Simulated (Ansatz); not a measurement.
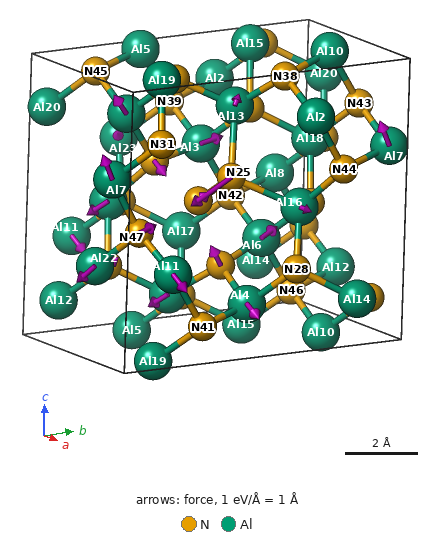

Starting geometry of a defect cell of composition Al₂₃N₂₅ (cell charge +1) with the computed forces as purple arrows. Style: ball-and-stick. Shown: the cell of the calculation, slightly off an axis.

Case: N on a Al site (b), charge +1, atoms relaxed at the host's cell.

Method: Ansatz, DFT PBE, scalar-relativistic, plane waves, PAW. Settings: plane-wave cutoff 420 eV; k-point mesh 2 × 2 × 2; occupations gaussian; smearing width 0.01 eV; mesh shifted by (0.5, 0.5, 0.5); collinear spin; atoms relaxed in a fixed cell; force threshold 0.025 eV/Å; at most 45 steps.

### Is this structure relaxed? If not, where do the atoms go?

It isn't relaxed: the largest force vector, on an N atom, is 1.59 eV/Å. The final displacements follow the starting forces only in part (cosine between the two patterns 0.52). The energy falls by 0.269 eV per cell of the calculation in 5 geometry steps. Largest force component: 1.6 eV/Å at the start, 0.012 eV/Å at the end. The largest move is that of an N atom, 0.13 Å along [−1 −1 −1]. By element the largest moves are N 0.13 Å, Al 0.03 Å. The lattice vectors keep their values. Some distances before and after: Al–N 1.865 → 1.916 Å, Al–N 1.842 → 1.892 Å, Al–N 2.091 → 2.116 Å, Al–N 1.885 → 1.899 Å. Bond angles that change, for instance: N–Al–N 115.6° → 112.0°, N–Al–N 107.3° → 110.7°, Al–N–Al 118.2° → 115.0°. The program noted that the starting moments weren't kept.

Limits of the set-up: the periodic images lie only 8.0 Å apart, so the values are limited by the cell's size; the cell is charged, on a uniform background, and energies carry no finite-size correction.
